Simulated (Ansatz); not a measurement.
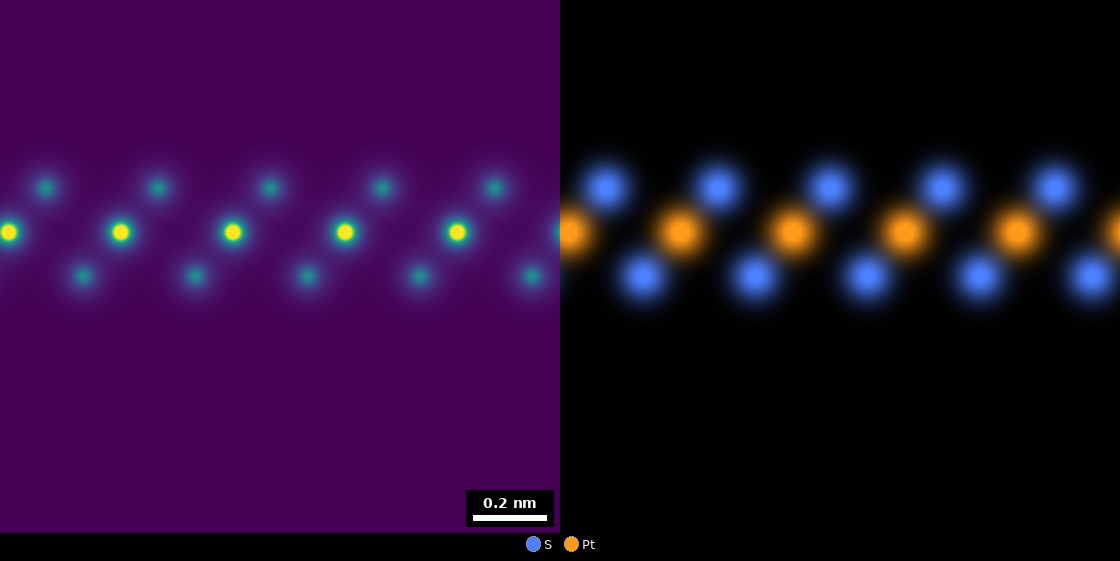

Cross-section of a slab, seen along a direction in its plane, the normal pointing up. Computed as the sum of neutral-atom potentials (tabulated electron scattering factors, B = 0.3 Å²) projected along the beam and smoothed by 0.25 Å; brighter is more positive. Model: the end point of a relaxation in a fixed cell under constraints with DFT PBE+D3(BJ), scalar-relativistic, plane waves, PAW in Ansatz. The right panel is a simulated map of the elements in the same area (atoms counted along the beam, one colour per element).

How many atomic planes does the slab have, and what do they hold from top to bottom?

3 planes (atoms within 0.35 Å in height count as one plane):

```
plane  content  depth below the top plane (Å)
    1        S                            0.0
    2       Pt                            1.2
    3        S                            2.4
```

How thick is it, and how does it end on either side?

The outermost planes are 2.4 Å apart. The upper face ends in S and the lower in S, so the sequence of planes is the same from both sides.

The model is a (001) slab of PtS2 (P-3m1).
